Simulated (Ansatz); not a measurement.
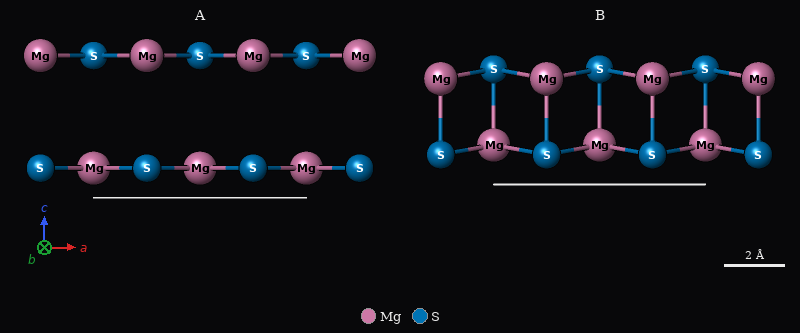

Two geometries of a free-standing layer of MgS (a generated structure, set up in P4/nmm) (coarse preliminary run), drawn at one scale. One is the start of a relaxation, the other its converged end. A ball-and-stick model of the 2 × 1 repeat of the cell, outlined in the plane, without the vacuum, seen along the b axis.

All numbers below come from DFT PBE+D3(BJ), scalar-relativistic, plane waves, PAW in Ansatz 0.2.0. (plane-wave cutoff 420 eV; k-point mesh 6 × 6 × 1; occupations gaussian; smearing width 0.1 eV; no spin polarisation; cell and atoms relaxed; force threshold 0.04 eV/Å; at most 70 steps)

> Which of the two is the end point?

Structure B is the relaxed one. The largest moves relative to the cell and the layer's centre, 0.77 Å, are those of Mg atoms. By element the largest moves are Mg 0.77 Å, S 0.45 Å. In the plane the drawn cell goes a 7.145 → 7.113 Å (−0.4 %), b 3.572 → 3.557 Å (−0.4 %). Some distances before and after: Mg–S 3.780 → 2.554 Å, Mg–S 2.526 → 2.536 Å. New bonds form, among them: Mg–S (3.78 → 2.55 Å). Bond angles that change, for instance: Mg–S–Mg 180.0° → 165.4°, S–Mg–S 180.0° → 165.4°. Over 6 accepted moves (7 points after the start) the energy falls by 244 meV per atom. Largest force component: 0.39 eV/Å at the start, 0.011 eV/Å at the end. The SCF was repeated once at an unchanged geometry on a basis and grid sized afresh for the cell, which shifted the energy by less than 0.05 meV per atom at most. The program noted that it reset the height of the cell. Cost: 34 s on 1 thread of Arm Neoverse V2, with other jobs on the host, peak memory 0.48 GiB.
